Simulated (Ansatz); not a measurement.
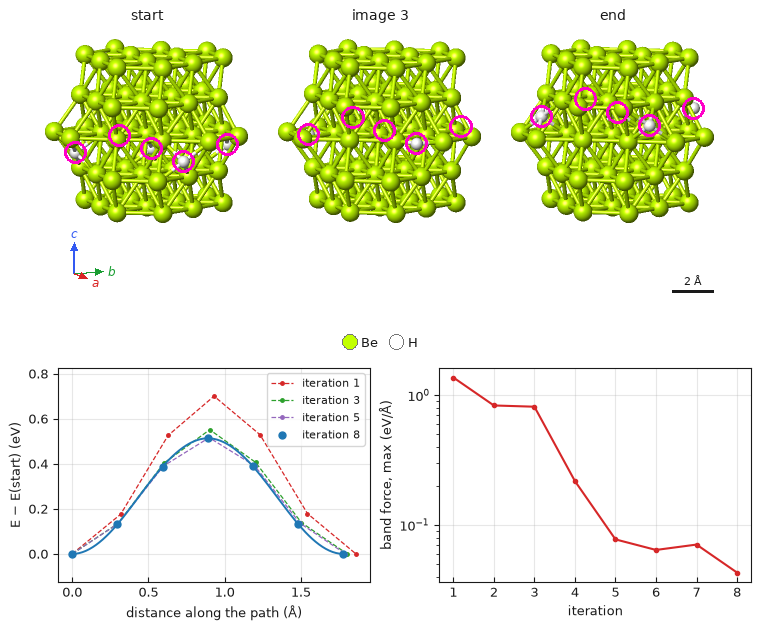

A nudged-elastic-band calculation for Be with an interstitial H (17 atoms in the cell). Images are numbered from 0 (start) to 6 (end). The plot follows the band through its iterations. A ball-and-stick model of the atoms within 5.1 Å of the middle of the path, seen slightly off an axis. The moving atom is ringed, with any periodic copies. Bonds to atoms that aren't drawn are left out.

Method: Ansatz, DFT PBEsol, scalar-relativistic, plane waves, PAW.

The input:
```yaml
crystal:
  lattice:
    - [-2.29, -3.966396, 0.0]
    - [3.435, -1.983198, 0.0]
    - [0.0, 0.0, 7.17686]
  atoms:
    - { symbol: Be, position: [0.74280006, 0.49469954, 0.00298025] }
    - { symbol: Be, position: [0.49962011, 0.3319449, 0.25250091] }
    - { symbol: Be, position: [0.74926147, 0.49825637, 0.50026682] }
    - { symbol: Be, position: [0.49962091, 0.33198456, 0.74918223] }
    - { symbol: Be, position: [0.49961903, 0.00121815, 0.00034777] }
    - { symbol: Be, position: [0.24997883, 0.83493147, 0.24925989] }
    - { symbol: Be, position: [0.49961941, 0.00124871, 0.49702109] }
    - { symbol: Be, position: [0.2564312, 0.8384893, 0.74654149] }
    - { symbol: Be, position: [0.25642555, 0.49468359, 0.00298125] }
    - { symbol: Be, position: [-0.00038269, 0.33746379, 0.25190191] }
    - { symbol: Be, position: [0.24998161, 0.49825062, 0.50026821] }
    - { symbol: Be, position: [-0.00038825, 0.32502513, 0.74669506] }
    - { symbol: Be, position: [-0.00038957, 0.00823174, 0.0028298] }
    - { symbol: Be, position: [0.74925729, 0.834934, 0.24925962] }
    - { symbol: Be, position: [-0.00038333, -0.00427974, 0.49763608] }
    - { symbol: Be, position: [0.74279553, 0.8384853, 0.74654147] }
    - { symbol: H, position: [-0.00036096, 0.66671207, 0.87474467] }
basis:
  ecutwfc: 420.0
kpoints:
  mp_grid: { grid: [5, 5, 3] }
hamiltonian:
  xc: pbesol
scf:
  occupations: { method: gaussian, width: 0.15 }
  lower_state_search: "off"
neb:
  images: 5
  f_tol: 0.05
  initial_path: idpp
  max_iterations: 9
  final_atoms:
    - { symbol: Be, position: [0.74440822, 0.49395505, -0.00280331] }
    - { symbol: Be, position: [0.50103409, 0.33081661, 0.25092922] }
    - { symbol: Be, position: [0.75038885, 0.49724808, 0.4998406] }
    - { symbol: Be, position: [0.50068425, 0.33179356, 0.74768725] }
    - { symbol: Be, position: [0.50094005, 0.0002605, -0.00013586] }
    - { symbol: Be, position: [0.25798167, 0.83791358, 0.25366955] }
    - { symbol: Be, position: [0.50079424, 0.00056184, 0.50307166] }
    - { symbol: Be, position: [0.25114052, 0.83435584, 0.75083781] }
    - { symbol: Be, position: [0.25780538, 0.49330683, -0.00279966] }
    - { symbol: Be, position: [0.00062806, 0.32398165, 0.2534004] }
    - { symbol: Be, position: [0.2511164, 0.49737218, 0.49975399] }
    - { symbol: Be, position: [0.00069047, 0.33679474, 0.74819812] }
    - { symbol: Be, position: [0.00074278, 0.00689622, -0.00268053] }
    - { symbol: Be, position: [0.74435263, 0.83722638, 0.25372904] }
    - { symbol: Be, position: [0.00079021, -0.0053831, 0.50233725] }
    - { symbol: Be, position: [0.75028902, 0.83449128, 0.75075909] }
    - { symbol: H, position: [0.00145046, 0.66465849, 1.12484059] }
  order_check: false
```

Run as
```bash
ansatz run input.yaml --threads 1 --pin off --max-ram 3072MiB --backend cpu --events-out ev --progress --plain --runs-dir out
```

**Judge this run.**

The run is converged, with reservations. The band converged in 8 iterations. The largest component of the band force went from 1.4 to 0.043 eV/Å. The climbing image converged on the top of the path. Its curvatures weren't checked. The first iteration put the highest image at 0.70 eV. The barrier is about 0.51 eV in both directions, with image 3 at the top; the ends have the same energy.

Limits of the set-up: the periodic images lie only 4.0 Å apart, so the values are limited by the cell's size.
